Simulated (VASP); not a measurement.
# Nb: surface energy and work function by face, part 6 of 6

Aim: compare the low-index faces of Nb at one level of theory.

VASP 6.6.1; PBE; plane waves and PAW (Nb_pv).

So far. Step 7 (Vacuum level and density of states, 9 atoms, face …): The vacuum level lies 3.57 eV above the Fermi level at the upper face; both faces agree, as the slab has next to no dipole. Step 8 (Relaxing the slab, 11 atoms, face Nb(111)): The run ended after 15 ionic steps, 0.656 eV below its first step, once the forces on the free atoms met EDIFFG = -0.03.

## Step 9: Vacuum level and density of states, 11 atoms, face Nb(111)

Contents of INCAR:

```
SYSTEM = Nb
PREC = Normal
ENCUT = 320
EDIFF = 1E-06
NELM = 120
ISMEAR = 1
SIGMA = 0.15
LREAL = .FALSE.
ALGO = Fast
GGA = PE
NBANDS = 75
LASPH = .TRUE.
LORBIT = 11
LWAVE = .FALSE.
LCHARG = .TRUE.
KPAR = 4
IDIPOL = 3
LDIPOL = .TRUE.
DIPOL = 0.5 0.5 0.5
LVHAR = .TRUE.
LVACPOTAV = .TRUE.
NEDOS = 1500
```

Contents of POSCAR:

```
Nb
1.0
    4.6963212926      0.0000000000      0.0000000000
    2.3481606463      4.0671335437      0.0000000000
    0.0000000000      0.0000000000     24.5863256958
Nb
11
Direct
    0.6666666700      0.6666666700      0.3178780598
    0.0000000000      0.0000000000      0.3459804375
    0.3333333300      0.3333333300      0.3795635146
    0.6666666700      0.6666666700      0.4244842416
    0.0000000000      0.0000000000      0.4602540672
    0.3333333300      0.3333333300      0.5000000000
    0.6666666700      0.6666666700      0.5397459328
    0.0000000000      0.0000000000      0.5755157584
    0.3333333300      0.3333333300      0.6204364854
    0.6666666700      0.6666666700      0.6540195625
    0.0000000000      0.0000000000      0.6821219402
```

Contents of KPOINTS:

```
Automatic mesh
0
Gamma
9 9 1
0 0 0
```

PAW data sets: Nb_pv (PBE family, release 64).

The run is started by

```console
$ mpirun -np 4 vasp_std
```

The log of the run:

```text
[... set-up lines as in an earlier step ...]
 entering main loop
       N       E                     dE             d eps       ncg     rms          rms(c)
DAV:   1     0.115789755504E+04    0.11579E+04   -0.51744E+04  2344   0.107E+03
DAV:   2    -0.193633487052E+02   -0.11773E+04   -0.11399E+04  1931   0.612E+02
DAV:   3    -0.108803527884E+03   -0.89440E+02   -0.84791E+02  2808   0.136E+02
DAV:   4    -0.115676400522E+03   -0.68729E+01   -0.66258E+01  2728   0.389E+01
[...]
RMM:  34    -0.105328199118E+03   -0.15853E-05   -0.10768E-05  1442   0.456E-03    0.999E-04
RMM:  35    -0.105328200437E+03   -0.13186E-05   -0.91822E-06  1356   0.380E-03    0.200E-03
RMM:  36    -0.105328200973E+03   -0.53620E-06   -0.48983E-06  1298   0.369E-03
 [... a notice as in an earlier step ...]

   1 F= -.10532820E+03 E0= -.10532646E+03  d E =-.522691E-02
```

Wall time 2.9 min (4 MPI ranks of Intel Xeon Platinum 8488C (Sapphire Rapids), shared host); peak memory 1.3 GiB.

OUTCAR, selected parts (step 9):

```text
  Total       -3.2053905     -3.2053905     -0.6809537      0.0000000      0.0000000      0.0000000
  in kB      -10.9358279    -10.9358279     -2.3232091      0.0000000      0.0000000      0.0000000
  external PRESSURE =      -8.0649550 kB  Pullay stress =       0.0000000 kB

 POSITION                                       TOTAL-FORCE (eV/Angst)
 -----------------------------------------------------------------------------------
      4.69632      2.71142      7.81545         0.000000     -0.000000     -0.014378
      0.00000      0.00000      8.50639        -0.000000     -0.000000      0.006981
      2.34816      1.35571      9.33207        -0.000000     -0.000000     -0.004625
      4.69632      2.71142     10.43651        -0.000000      0.000000      0.025651
      0.00000      0.00000     11.31596        -0.000000      0.000000      0.015532
      2.34816      1.35571     12.29316        -0.000000     -0.000000      0.000000
      4.69632      2.71142     13.27037         0.000000     -0.000000     -0.015532
      0.00000      0.00000     14.14982         0.000000     -0.000000     -0.025651
      2.34816      1.35571     15.25425         0.000000      0.000000      0.004625
      4.69632      2.71142     16.07994         0.000000      0.000000     -0.006981
      0.00000      0.00000     16.77087         0.000000     -0.000000      0.014378
 -----------------------------------------------------------------------------------
    total drift:                               -0.000009     -0.000005     -0.000006

  FREE ENERGIE OF THE ION-ELECTRON SYSTEM (eV)
  ---------------------------------------------------
  free  energy   TOTEN  =      -105.3282009728 eV

  energy  without entropy=     -105.3229740668  energy(sigma->0) =     -105.32645867

[... 2 parts as in an earlier step ...]

[... 1 further part left out ...]
[key lines of the parts left out:]
E-fermi :   0.0167
```

Zero at the Fermi level. Planar average of the electrostatic potential against height:

```
height (Å)  planar average of the electrostatic potential (eV)
         0                                                3.80
         2                                                3.80
         4                                                3.80
         6                                                3.36
         8                                               -5.61
        10                                               -4.35
        12                                               -4.77
        14                                               -4.72
        16                                               -6.67
        18                                                2.21
        20                                                3.78
        22                                                3.80
        24                                                3.80
```

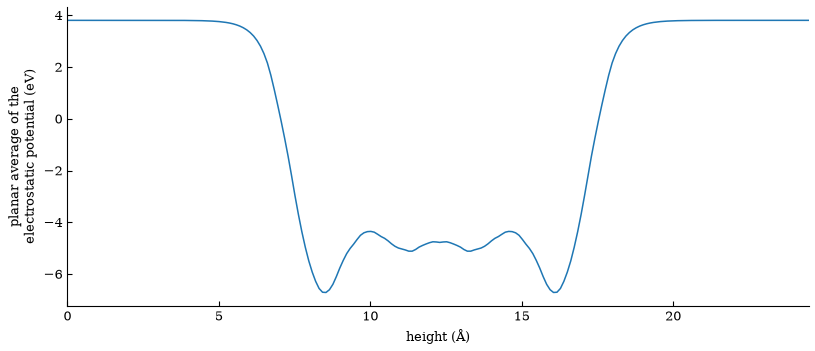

Planar average of the electrostatic potential against height.

The map of layer states is cut here 0.5 eV above the Fermi level, so it leaves out the states above that.

The vacuum level lies 3.80 eV above the Fermi level at the upper face; both faces agree, as the slab has next to no dipole.

The program found no field-free point at its default tolerance, but its printed level agrees with the flat part of the planar average.

On this mesh the fine structure of the density of states is sampling noise, and high empty states may be cut by the number of bands.

## Step 10: The faces side by side

This step: surfaces of a metal, PBE; plane waves and PAW (VASP 6.6.1).

Derived from the runs above.

Symmetric slabs, all atoms free. All faces:

| face | layers | area a surface atom (Å²) | work function (eV) | surface energy as cut (J/m²) | surface energy relaxed (J/m²) | change of the top spacing (%) |
| --- | --- | --- | --- | --- | --- | --- |
| Nb(110) | 7 | 7.798 | 4.519 | 2.103 | 2.068 | -3.69 |
| Nb(100) | 9 | 11.03 | 3.572 | 2.47 | 2.28 | -11.64 |
| Nb(111) | 11 | 19.1 | 3.8 | 2.643 | 2.368 | -27.93 |

Each surface energy is the slab's energy less its number of atoms times the bulk energy of -10.0884 eV, over twice the cell's area.

## Step 11: Results

```yaml
nb_110: 2.07 J/m², 4.52 eV
nb_100: 2.28 J/m², 3.57 eV
nb_111: 2.37 J/m², 3.80 eV
```

In words: The cheapest face is Nb(110) at 2.07 J/m², against 2.28 for Nb(100) and 2.37 for Nb(111). The work functions are 4.52 eV for Nb(110), 3.80 eV for Nb(111) and 3.57 eV for Nb(100). The densest face has the highest work function, as the smoothing of the electron density over an open face lowers the surface dipole. Among the others the order doesn't follow the density. The densest face is also the cheapest, since it cuts the fewest bonds an area. The top spacing changes by -3.7 % on Nb(110), -11.6 % on Nb(100) and -27.9 % on Nb(111), the most on the most open face. One thickness was run for each face, and bulk and slab meshes don't match, which leaves some hundredths of a J/m². The cells are 1 × 1 and can't reconstruct.

[Lines on the potential files, build, host, timing and source positions are cut from VASP's logs without a mark.]

[Logs are printed without paths, hosts, clocks, repeated set-up lines and the standing remarks that a program may print on its own settings, such as how far it seeks lower states.]

[Hosts, paths, dates, database ids (printed as entryN), source tags and the programs' standing remarks are cut or masked in the printed files.]

[Runs that stopped without an error message from VASP are left out.]
